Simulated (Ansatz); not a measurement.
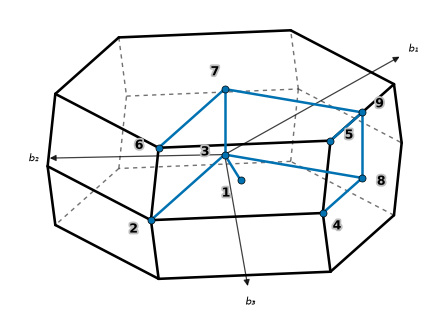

Crystal: Al, the end point of a relaxation with Ansatz, DFT PBE, scalar-relativistic, plane waves, PAW; the starting structure was generated, so it need not be a known form of this composition. The first Brillouin zone of a face-centred orthorhombic lattice (oF; extended symbol oF1) is drawn with its special points numbered. Geometry calculated from the standardised cell; symmetry tolerance 0.002 Å.

a = 2.804 Å, b = 4.919 Å, c = 10.383 Å, α = 90.00°, β = 90.00°, γ = 90.00°.

Labels and path follow the convention of Hinuma et al. (2017), as computed by seekpath; the arrows show the directions of the reciprocal primitive vectors b₁, b₂, b₃, in which coordinates are given.

### Which special point is each number?

```tsv
no.	label	coordinates
1	L	(1/2, 1/2, 1/2)
2	Σ₀	(0, 0.349, 0.349)
3	Γ	(0, 0, 0)
4	C₀	(1/2, 0.187, 0.687)
5	U₀	(1, 0.651, 0.651)
6	A₀	(1/2, 0.813, 0.313)
7	Z	(1/2, 1/2, 0)
8	Y	(1/2, 0, 1/2)
9	T	(1, 1/2, 1/2)
```
